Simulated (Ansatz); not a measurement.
## Al16Au: single-point calculation

Al16Au (slab, 17 atoms in the cell), computed with DFT PBE+D3(BJ), scalar-relativistic, plane waves, PAW, no spin polarisation (Ansatz 0.2.0).

The structure derives from an entry of the Crystallography Open Database. Figures and captions count atoms from 1; the log counts them from 0 in places.

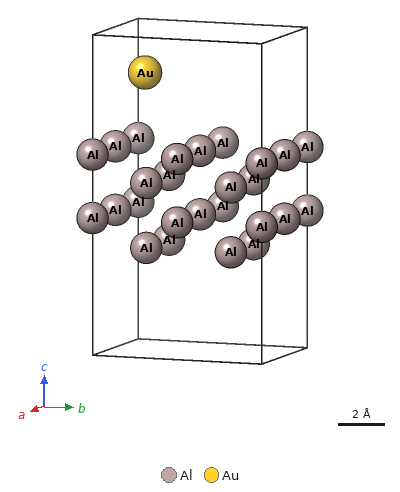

*The structure as given in the input (spheres-only view of the cell of the calculation, with the vacuum cut short, seen slightly off an axis).*

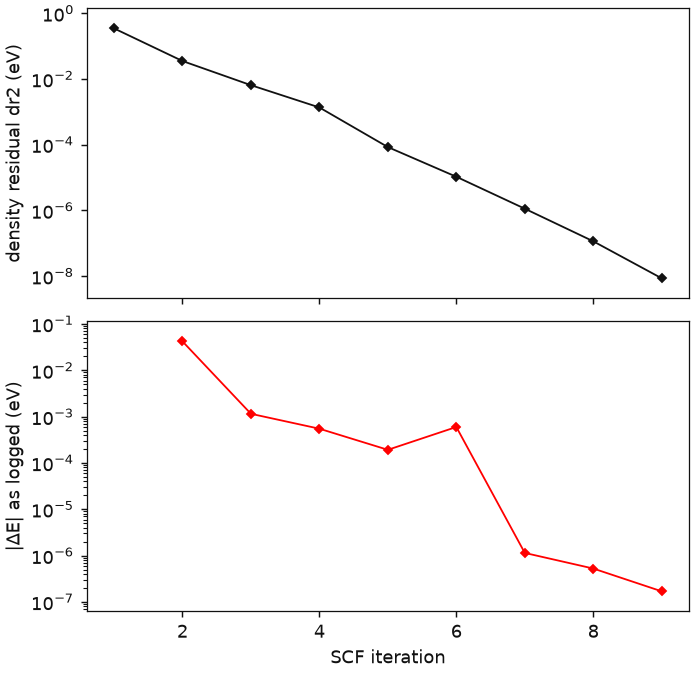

*Convergence of the self-consistent field: density residual dr2 and size of the energy change against the SCF iteration.*

The residual falls at every step.

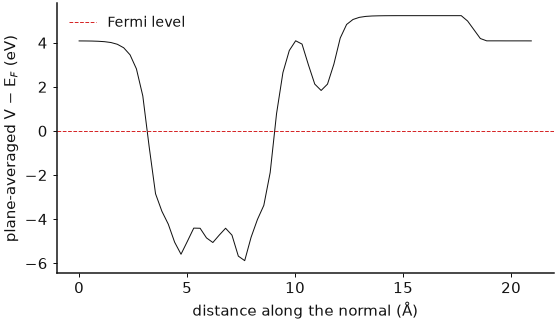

*Plane average of the electrostatic potential energy of an electron across the cell, from the Fermi level.*

The vacuum level lies 5.23 eV above the Fermi level on the upper side and 4.09 eV on the lower.

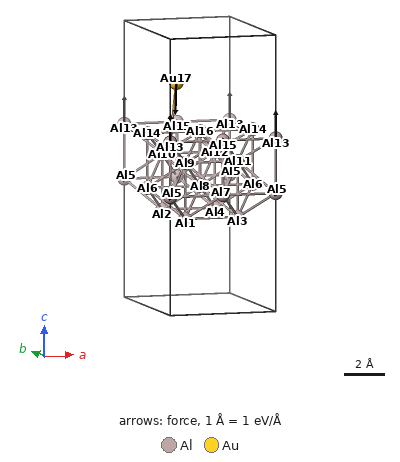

*Forces on the atoms as black arrows (ball-and-stick view of the cell of the calculation, with the vacuum cut short, seen slightly off an axis; atoms are numbered from 1 in the order of the input); the smallest are left out.*

The largest act on Au17 (1.65 eV/Å); Al13 (1.45 eV/Å). The geometry is not a stationary point of this energy.

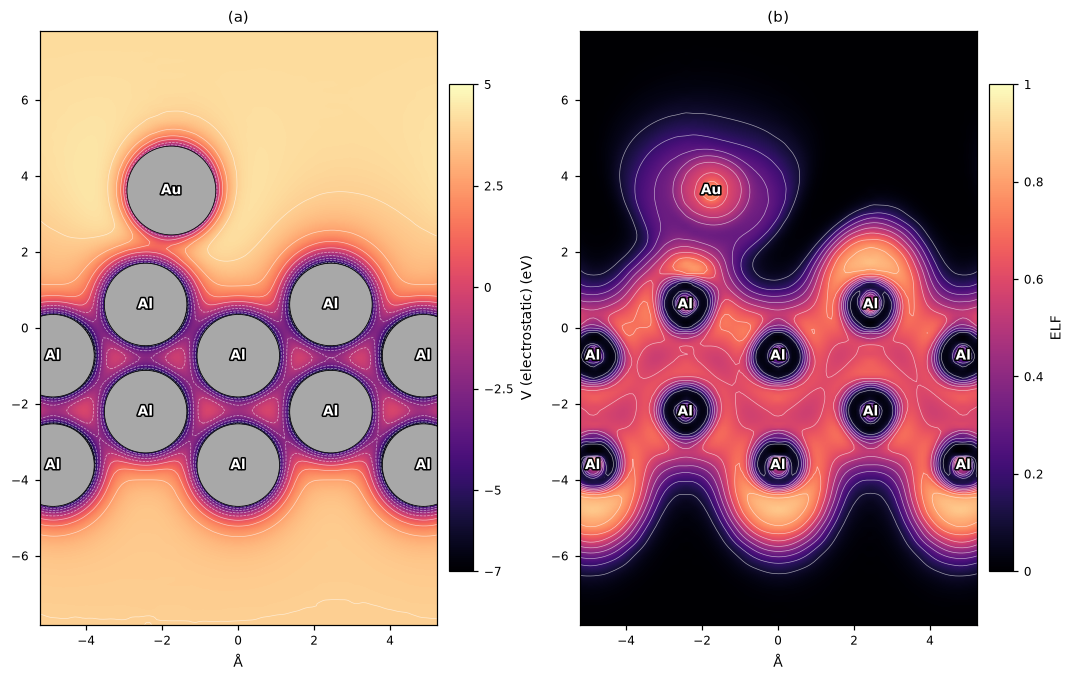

*(a) electrostatic potential (local pseudopotential plus Hartree) felt by an electron; (b) electron localisation function on the (11̄0) plane of the calculation cell, a cut from vacuum to vacuum. Grey discs, where drawn, cover atomic cores.*

The section cuts through Al and Au sites. Al–Al (2.79 Å): the ELF peaks at about 0.70 between the atoms (a covalent bond). Al–Au (3.08 Å): the ELF is about 0.45 at the midpoint (no shared electron pair). Al–Al (2.85 Å): the ELF peaks at about 0.60 between the atoms. The strong features right at Au lie inside the PAW spheres (semicore, d or f shells) and say nothing about bonding. The fields are those of the smooth PAW valence density.

These pictures come from the run below.

**The input**
```yaml
crystal:
  lattice:
    - [5.6324246412, 0.0, 0.0]
    - [0.0, 7.9654513166, 0.0]
    - [0.0, 0.0, 21.2293510975]
  atoms:
    - { symbol: Al, position: [0.25, 0.25, 0.1884183827] }
    - { symbol: Al, position: [0.25, 0.75, 0.1884183827] }
    - { symbol: Al, position: [0.75, 0.25, 0.1884183827] }
    - { symbol: Al, position: [0.75, 0.75, 0.1884183827] }
    - { symbol: Al, position: [0.0, 0.0, 0.2547466541] }
    - { symbol: Al, position: [0.0, 0.5, 0.2547466541] }
    - { symbol: Al, position: [0.5, 0.0, 0.2547466541] }
    - { symbol: Al, position: [0.5, 0.5, 0.2547466541] }
    - { symbol: Al, position: [0.25, 0.25, 0.3240951258] }
    - { symbol: Al, position: [0.25, 0.75, 0.3240951258] }
    - { symbol: Al, position: [0.75, 0.25, 0.3240951258] }
    - { symbol: Al, position: [0.75, 0.75, 0.3240951258] }
    - { symbol: Al, position: [0.0, 0.0, 0.3876402562] }
    - { symbol: Al, position: [0.0, 0.5, 0.3876402562] }
    - { symbol: Al, position: [0.5, 0.0, 0.3876402562] }
    - { symbol: Al, position: [0.5, 0.5, 0.3876402562] }
    - { symbol: Au, position: [0.0833333333, 0.0625, 0.5289540432] }
basis:
  ecutwfc: 420
kpoints:
  mp_grid: { grid: [5, 4, 1] }
hamiltonian:
  xc: pbe
  dispersion: d3bj
scf:
  occupations: { method: gaussian, width: 0.1 }
output:
  forces: true
  eigenvalues: true
  write_density: true
  write_potential: true
  elf: true
  volumetric_format: npy
efield:
  axis: 3
  dipole_correction: true
  ramp_width: 0.04
```

Launched with:
```bash
ansatz run input.yaml --threads 1 --pin off --max-ram 3072MiB --backend cpu --events-out ev --progress --plain --runs-dir out
```

**The program's output**
```
Engine: ansatz 0.2.0, x86_64-unknown-linux-gnu
Pseudopotentials: kind: paw
Pseudopotential: Al, paw, valence charge 3, recommended cutoff 420 eV (normal), Al.paw.azcp
Pseudopotential: Au, paw, valence charge 19, recommended cutoff 420 eV (normal), Au.paw.azcp
Functional definition: PBE
  parameter kappa = 0.804
  parameter beta = 0.06672455060314922
  exchange = pbe_x(kappa = kappa, mu = beta*pi^2/3)
  correlation = pbe_c(beta = beta)
Crystal: 17 atoms, lattice volume = 952.451 Å³
Basis set: ecut = 420 eV, 18655 PW (Γ), exchange–correlation on 80×108×288 points (8 copies of the dense FFT grid, shifted against one another)
Bands: 51, of which v1, the nominal top of the filled ones, is band 34 counted from 1 (33 counted from 0)
Symmetry: 1 space group operations
Space group: P1 (ITA 1), of the structure as read, at distance tolerance 9.8e-5 Å
k-points: 11 of 20 (time reversal used)
Non-local potential: Al, projectors of the file, l = 0: 2, l = 1: 2, l = 2: 1
Non-local potential: Au, projectors of the file, l = 0: 3, l = 1: 2, l = 2: 2, l = 3: 1
PAW form: soft (Blöchl's): semilocal exchange-correlation on the pseudo side does not see the compensation charge
PAW one-centre angular grid: Al, 110 points (default); XC on 64 Gauss nodes
PAW one-centre angular grid: Au, 590 points (default); XC on 64 Gauss nodes
Initial density: superposition of atomic densities (neutral atoms: chi_scale 0, normalization atom), corrected by the library's trained network
Initial wavefunctions: pseudopotential atomic-orbital guess
Functional: x = pbe(κ = 0.804, μ = 0.2195149727645171), c = pbe(β = 0.06672455060314922)
SCF iter   1: F=—  HF=-21746.261755 eV  |F-HF|=—  |Δ(HF+E_count)|=         —  Δρ=2.25e-3  dr2=3.45e-1  ethr=1.77e-3  p=-0.226 e·Å  D=-4.29e-2 V/Å  ΔV_dip=0.91 eV  dr2_dipole=1.47e-2  V_vac-E_F(+/−)=4.91/4.00 eV  ⟨swp⟩=13.8  Hψ=3416  notcnv=0  defer=1
efield: sawtooth ramp at fractional position 0.8387 (placed from the atoms, in the widest stretch of the axis that holds none; the zero of the levels goes with the place), width 0.0400; the density the first Hamiltonian is built on has a dipole p = -0.226 e·Å; the dipole correction subtracts the counter field D = -4.29e-2 V/Å, which shifts the + side's vacuum level by +0.91 eV against the − side's; the planar-averaged density in the ramp window peaks in size at 6.1e-5 e/Å³
preconditioner: auto → LDOS  [metal: Δε(μ)=0.035 eV  Ē_g=5.631 eV  σ=0.100 eV  W_gap=0.20  n_scr=88 (ndim 8)  ℏωp=9.2 eV  f_vac=0.534  D(μ)=8.05/eV (n_scr^D=28)  β→1.0]
SCF iter   2: F=—  HF=-21746.219700 eV  |F-HF|=—  |Δ(HF+E_count)|=   4.21e-2  Δρ=8.83e-4  dr2=3.50e-2  ethr=5.14e-4  p=-0.260 e·Å  D=-4.94e-2 V/Å  ΔV_dip=1.05 eV  dr2_dipole=1.13e-2  V_vac-E_F(+/−)=5.17/4.12 eV  ⟨swp⟩=2.2  Hψ=929  notcnv=0  defer=43
SCF iter   3: F=—  HF=-21746.218551 eV  |F-HF|=—  |Δ(HF+E_count)|=   1.15e-3  Δρ=3.56e-4  dr2=6.44e-3  ethr=5.22e-5  p=-0.271 e·Å  D=-5.15e-2 V/Å  ΔV_dip=1.09 eV  dr2_dipole=2.44e-3  V_vac-E_F(+/−)=5.19/4.10 eV  ⟨swp⟩=2.1  Hψ=722  notcnv=0  defer=43
SCF iter   4: F=—  HF=-21746.218003 eV  |F-HF|=—  |Δ(HF+E_count)|=   5.48e-4  Δρ=2.23e-4  dr2=1.35e-3  ethr=9.61e-6  p=-0.280 e·Å  D=-5.32e-2 V/Å  ΔV_dip=1.13 eV  dr2_dipole=2.04e-4  V_vac-E_F(+/−)=5.22/4.09 eV  ⟨swp⟩=2.4  Hψ=866  notcnv=0  defer=43
SCF iter   5: F=—  HF=-21746.217811 eV  |F-HF|=—  |Δ(HF+E_count)|=   1.92e-4  Δρ=5.53e-5  dr2=8.41e-5  ethr=2.01e-6  p=-0.282 e·Å  D=-5.36e-2 V/Å  ΔV_dip=1.14 eV  dr2_dipole=1.93e-5  V_vac-E_F(+/−)=5.23/4.09 eV  ⟨swp⟩=2.0  Hψ=688  notcnv=0  defer=43
SCF iter   6: F=—  HF=-21746.218408 eV  |F-HF|=—  |Δ(HF+E_count)|=   5.97e-4  Δρ=1.89e-5  dr2=1.05e-5  ethr=1.25e-7  p=-0.283 e·Å  D=-5.38e-2 V/Å  ΔV_dip=1.14 eV  dr2_dipole=2.24e-6  V_vac-E_F(+/−)=5.23/4.09 eV  ⟨swp⟩=2.3  Hψ=792  notcnv=0  defer=27
SCF iter   7: F=—  HF=-21746.218409 eV  |F-HF|=—  |Δ(HF+E_count)|=   1.14e-6  Δρ=9.40e-6  dr2=1.12e-6  ethr=1.56e-8  p=-0.283 e·Å  D=-5.39e-2 V/Å  ΔV_dip=1.14 eV  dr2_dipole=4.05e-9  V_vac-E_F(+/−)=5.23/4.09 eV  ⟨swp⟩=2.3  Hψ=789  notcnv=0  defer=24
SCF iter   8: F=—  HF=-21746.218409 eV  |F-HF|=—  |Δ(HF+E_count)|=   5.25e-7  Δρ=2.47e-6  dr2=1.14e-7  ethr=1.68e-9  p=-0.284 e·Å  D=-5.39e-2 V/Å  ΔV_dip=1.14 eV  dr2_dipole=9.89e-9  V_vac-E_F(+/−)=5.23/4.09 eV  ⟨swp⟩=2.0  Hψ=784  notcnv=0  defer=24
SCF iter   9: F=-21746.218409 eV  HF=-21746.218409 eV  |F-HF|=1.41e-8  |Δ(HF+E_count)|=   1.69e-7  Δρ=7.01e-7  dr2=8.51e-9  ethr=1.49e-10  p=-0.284 e·Å  D=-5.39e-2 V/Å  ΔV_dip=1.14 eV  dr2_dipole=4.20e-11  V_vac-E_F(+/−)=5.23/4.09 eV  ⟨swp⟩=33.8  Hψ=5482  notcnv=0
SCF 1 converged in 9 iterations: F = -21746.218409 eV  dr2 = 8.51e-9
  greatest PAW one-centre occupation: 1.000 electrons in one spin orbital (limit 2), on the Au atom at site 16 (counted from 0), in its partial waves of l = 0
WARN: The output density's exchange-correlation potential varies sharply where the density is thin. Do not read a vacuum level from v_tot or v_xc, or from such a field of the output density. On a cell that repeats whose density bears no net charge and no dipole along the vacuum's axis use v_es (v_loc + v_h of the components); under efield.dipole_correction with no amplitude use v_es + v_field, which holds any external_charges[].barrier, or the levels of the report's work_function block, which leave it out; under a non-zero efield.amplitude the vacuum is tilted and has no level; on a cell that repeats and bears such a dipole with no correction it is tilted too, and efield.dipole_correction with no amplitude gives each side of its ramp a level where efield: is served; in a cell that repeats whose density bears a net charge (total_charge, or a fill off its count) it is curved and has none; of a slab under crystal.periodic whose density bears no net charge use v_es, which has a level on each side, short of where the two are joined; of another it falls or rises all the way out and has none; of a slab beside external_charges read slab_vacuum_level instead, which it has where they leave it neutral. The grid or the basis barely resolves most such structure, and the values can differ between equally converged runs; as a rule a tighter scf.convergence.dr2_threshold does not remove it. Where the density itself ripples (under the LDA too) a higher basis.ecutwfc lessens it. The files hold the spikes' plane waves up to the density's cutoff. Files: v_tot_of_output_density and the like, and their columns of v_z.tsv (output.write_potential); v_xc_of_output_density and the like, and their columns of v_comp_z.tsv (output.write_potential_components). Measured: with its Gaussian average of σ = 0.25 Å subtracted twice, the exchange-correlation potential is over 0.1 eV at 739 of the grid points where the equally averaged density (valence and model cores) is under 1e-3 e/Å³, and 0.402 eV at the most among them, at an averaged density of 9.8e-4 e/Å³. The input density's (outcome.potential() and, of a run that writes arrays, v_tot and v_xc) is over 0.1 eV, so measured, at 618 points of its own thin density, 0.401 eV at the most. See output.write_potential in the manual, Limitations
SCF converged after 9 iterations
Free energy (F): -21746.218409 eV
Harris-Foulkes:  -21746.218409 eV  (|F-HF|=1.41e-8)
Internal energy: -21746.169005 eV  (E = F + TS)
E sigma→0 (E₀):  -21746.193707 eV
Entropy (-TS):   -0.049404 eV (-2.906 meV/atom)
Fermi energy:    -0.697200 eV
Dipole field:    D = -0.053876 V/Å  (p = -0.283581 e·Å, saw-weighted, corrected)
Work function:   Φ+ = 5.2345 eV   Φ− = 4.0907 eV
Levels:          The Fermi level and band energies are counted from a zero that moves with the ramp; work functions are not
--- Per-component energies (eV) ---
  E_band       = -790.947519
  E_kinetic    = 948.219888
  E_local      = -14490.005067  (includes V_loc(G=0)·N_el)
  E_nonlocal   = 243.733481
  E_hartree    = 6823.424266
  E_xc         = -847.788579
  E_vxc        = -716.507760  (∫ρ·V_xc dr)
  E_paw        = -17185.297049  (= ΣΔE_a)
  E_vpaw       = -423.111993  (= ΣTr[D̂ρ^β])
  E_aug_tail   = 0.001396  (compensation charges beyond the density's cutoff)
  E_efield     = 0.007639  (sawtooth field / dipole correction)
  E_vefield    = -0.125455  (∫n·V_field dr)
  E_ewald      = 2765.112875
  E_disp       = -3.577855  (pairwise vdW)
  E_smearing   = -0.049404  (= −TS)
  E_closure    = -0.000000  (closes the sum)
  Σ components = -21746.218409   (vs F -21746.218409, Δ=0.00e0)
--- Forces (eV/Å), atoms counted from 1 ---
  atom   1  Al    -0.01153567    -0.00411385     0.16623757
  atom   2  Al     0.02009909    -0.01058584     0.14996457
  atom   3  Al     0.01957903     0.00899706     0.16271620
  atom   4  Al    -0.01318022    -0.02210732     0.14077386
  atom   5  Al    -0.06177179     0.00190669    -0.18889809
  atom   6  Al    -0.01988710     0.00368023    -0.08788281
  atom   7  Al     0.07304510    -0.02083884    -0.11241510
  atom   8  Al     0.00977824     0.01780309    -0.07247828
  atom   9  Al     0.04855652    -0.02865303    -0.06639136
  atom  10  Al     0.05726062     0.05562640    -0.01805810
  atom  11  Al    -0.03441915    -0.05222772    -0.05481198
  atom  12  Al    -0.04439372     0.05522735    -0.05056972
  atom  13  Al     0.07362041     0.22577979     1.43493473
  atom  14  Al     0.00445463    -0.04249044     0.08048685
  atom  15  Al    -0.00678180     0.01044017     0.14348085
  atom  16  Al    -0.00707817     0.00002253     0.00949013
  atom  17  Au    -0.10734826    -0.19846856    -1.63661201
  max |Σ_I F_I| component: 3.27e-5 eV/Å
--- Band table (eV; the first three rows and the last of 11) ---
  k-point 0: bands = ["-103.6881", "-55.2785", "-55.1130", "-55.0941", "-11.1324", "-8.8794", "-8.8307", "-8.6855", "-6.5958", "-6.5620", "-6.4521", "-6.4155", "-5.3547", "-4.5709", "-4.5552", "-4.2129", "-4.1770", "-4.1699", "-4.1208", "-3.2825", "-3.1201", "-2.7972", "-2.5868", "-2.4971", "-2.4394", "-2.2957", "-2.2683", "-2.2074", "-2.1335", "-2.1244", "-1.4253", "-1.3805", "-1.2427", "-1.0323", "-0.8049", "-0.6159", "-0.4805", "0.5296", "0.5993", "0.9574", "1.2081", "1.3494", "1.3593", "1.3897", "1.4339", "1.4762", "1.8192", "2.3401", "2.3722", "3.0456", "3.1776"]
  k-point 1: bands = ["-103.6881", "-55.2785", "-55.1130", "-55.0941", "-10.9881", "-9.8416", "-8.5478", "-7.7616", "-7.2014", "-6.4561", "-6.4229", "-5.3562", "-5.3485", "-5.3250", "-5.2376", "-4.2413", "-4.0488", "-4.0400", "-3.8500", "-3.3275", "-3.3033", "-2.8165", "-2.7753", "-2.7332", "-2.3438", "-2.3216", "-2.2233", "-2.1569", "-2.1317", "-2.0593", "-1.7883", "-1.0236", "-0.7173", "-0.6851", "-0.6757", "-0.4941", "0.0940", "0.1149", "0.1491", "0.4441", "0.5716", "0.6319", "1.1944", "1.5017", "1.9060", "2.1461", "2.1726", "2.4282", "2.4555", "2.5536", "2.5946"]
  k-point 2: bands = ["-103.6881", "-55.2785", "-55.1130", "-55.0941", "-10.5603", "-10.5525", "-8.1461", "-8.1403", "-6.0436", "-6.0386", "-6.0115", "-6.0040", "-5.9795", "-5.9762", "-5.0041", "-4.9377", "-3.6805", "-3.6647", "-3.6631", "-3.6604", "-3.3805", "-3.3739", "-2.7307", "-2.3402", "-2.3181", "-2.2002", "-2.1333", "-2.0251", "-1.8773", "-1.5794", "-1.5762", "-1.5310", "-1.5241", "-0.8660", "-0.4168", "-0.3715", "-0.3679", "-0.1562", "0.4866", "0.5265", "1.0246", "1.0325", "1.0388", "1.0419", "1.3314", "1.7512", "2.5240", "2.5394", "2.5490", "2.5633", "2.9444"]
  k-point 10: bands = ["-103.6881", "-55.2785", "-55.1130", "-55.0941", "-10.2480", "-9.3287", "-9.1076", "-8.1962", "-7.8151", "-7.0390", "-6.9066", "-6.4761", "-6.1397", "-5.5816", "-4.6365", "-4.5256", "-3.7650", "-3.6535", "-3.5466", "-3.1739", "-2.7882", "-2.5749", "-2.4153", "-2.3236", "-2.1692", "-2.1395", "-2.1043", "-2.0898", "-1.6980", "-1.4844", "-1.1980", "-1.1157", "-0.8046", "-0.4569", "-0.3470", "-0.0609", "0.3478", "0.4358", "0.6978", "0.9116", "1.3517", "1.4748", "1.5385", "1.6167", "1.7936", "2.0087", "2.0769", "2.5401", "2.6363", "2.6984", "2.9640"]
```

**Results in brief**

- outcome: converged
- electrons treated: 67
- free energy: −21746.2184 eV
- work function, top face: 5.23 eV
- work function, bottom face: 4.09 eV
- Fermi energy: −0.697 eV
- gap on the k-point mesh: none (metallic)
- work function (upper face): 5.23 eV
- largest force (length of the vector): 1.652 eV/Å
- hardware: 1 thread of Intel Xeon (Granite Rapids), 32 GiB of memory available, shared host
- wall time: 34 s
- peak memory: 1 GiB

**Notes**

The program warns: the exchange-correlation potential is rough where the density is thin. Spin–orbit coupling is left out, which matters for Au.
